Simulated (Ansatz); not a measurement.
System: TaN, space group Fm-3m (No. 225).

Structure:
```
Ta N
1.0
     0.00000    2.21132    2.21132
     2.21132    0.00000    2.21132
     2.21132    2.21132    0.00000
Ta N
1 1
Direct
  0.50000 0.50000 0.50000
  0.00000 0.00000 0.00000
```

Calculation (Ansatz 0.2.0): plane-wave DFT, no spin polarisation; energies at scaled volumes of the given cell, shape and fractions fixed, counted from the fit's minimum, third-order Birch-Murnaghan fit. Level: PBE.

| setting | value |
| --- | --- |
| k mesh | 10×10×10 |
| occupations | Fermi–Dirac |
| smearing width | 0.05 eV |
| potentials | PseudoDojo stringent |
| wave cutoff | 1796 eV |
| density cutoff | 7184 eV |

What does the calculation give for the energy and pressure against volume? The volume takes the values 10.16, 10.38, 10.60, 10.81, 11.03, 11.25, 11.46 Å³/atom.

A third-order Birch–Murnaghan fit gives V0 = 10.76 Å³/atom, B0 = 328 GPa and B′ = 4.4. The energy is 36.77 meV/atom at volume 10.16 Å³/atom and 42.39 meV/atom at 11.46 Å³/atom; the lowest computed point is at volume 10.81 Å³/atom (0.32 meV/atom), in a single well. The pressure falls from 20.99 GPa at volume 10.16 Å³/atom to −18.14 GPa at 11.46 Å³/atom, and changes sign near 10.76 Å³/atom.

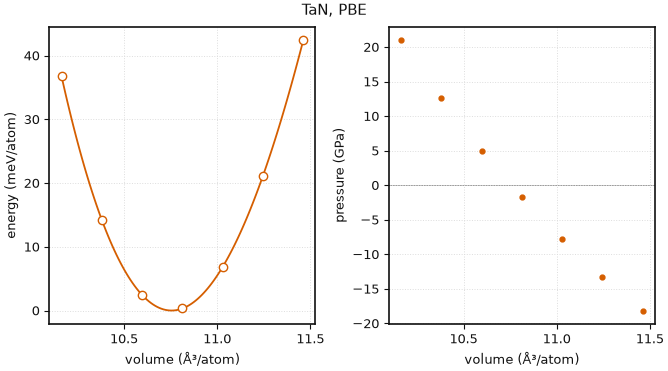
